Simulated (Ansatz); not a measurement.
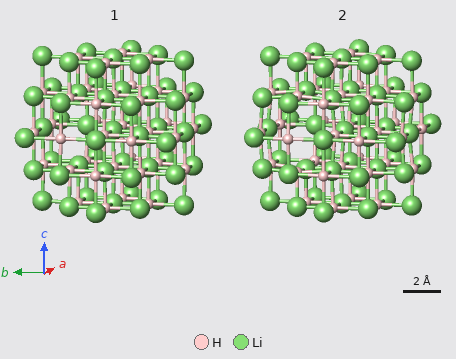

Two geometries of a defect cell of composition H31Li31, drawn at one scale. One is the start of a relaxation, the other its converged end. The picture is a ball-and-stick view of the atoms within 5.8 Å of the atom that moves most (axes of the cell of the calculation (origin shifted)), seen from a free direction.

The calculation used DFT, PBEsol, PAW, plane waves (Ansatz). (plane-wave cutoff 420 eV; k-point mesh 1 × 1 × 1; mesh shifted by (0.25, 0.25, 0.25); no spin polarisation; atoms relaxed in a fixed cell; force threshold 0.03 eV/Å; at most 80 steps)

Q: Which geometry has the lower energy?

A: Structure 2 is the relaxed one. The atom that moves furthest is a Li atom (0.21 Å along [−1 −3 0]). Largest moves by element: Li 0.21 Å, H 0.15 Å. The cell doesn't change. Some distances before and after: H–Li 1.990 → 1.756 Å, H–Li 2.050 → 1.826 Å, H–Li 1.956 → 2.145 Å, H–Li 2.008 → 1.825 Å. Among the angles between lasting bonds that change: Li–H–Li 89.8° → 102.9°, Li–H–Li 88.2° → 101.3°, Li–H–Li 90.9° → 103.0°. After 3 geometry steps the energy has fallen by 0.859 eV per cell of the calculation. Largest force component: 1.1 eV/Å at the start, 0.0068 eV/Å at the end.

Limits of the set-up: the periodic images lie only 8.0 Å apart, so the values are limited by the cell's size.
